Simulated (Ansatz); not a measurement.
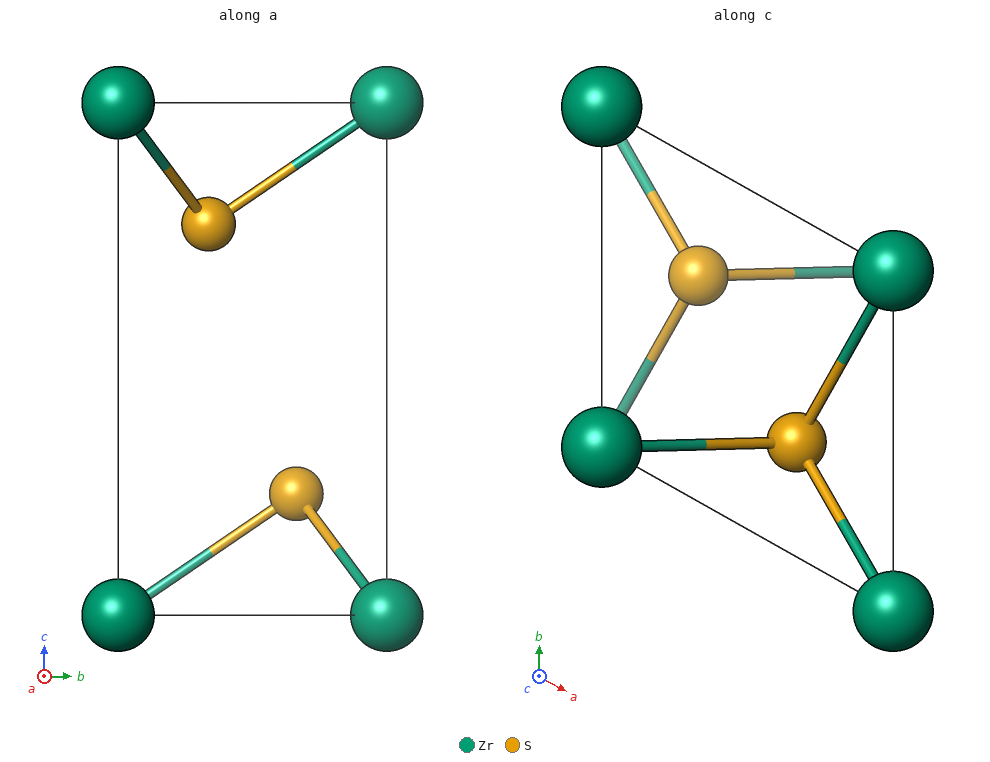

Shown here is a ball-and-stick view of the crystal, taken along the a axis and along the c axis. Thin lines show the unit cell, with boundary atoms drawn in all their periodic places.

ZrS2, a = 3.62 Å, b = 3.68 Å, c = 6.12 Å, α = 90.00°, β = 90.00°, γ = 119.38°.

Computational set-up: Ansatz 0.2.0, DFT r2SCAN, scalar-relativistic, plane waves, PAW, cutoff 500 eV, 12×12×6 k-mesh, Gaussian smearing of 0.02 eV, no spin polarisation.

Question: Predict the gap.

Answer: A semiconductor at this level, with a gap of 1.24 eV.

Question: State the hydrostatic pressure.

Answer: The computed pressure is 0.9 GPa (compressed: it would expand). The stress isn't hydrostatic: its largest component is 2.7 GPa.

The structure comes from a structure listed in the Materials Project. The cell was then strained or its atoms displaced on purpose. Ansatz was used for an electronic-structure calculation on it.
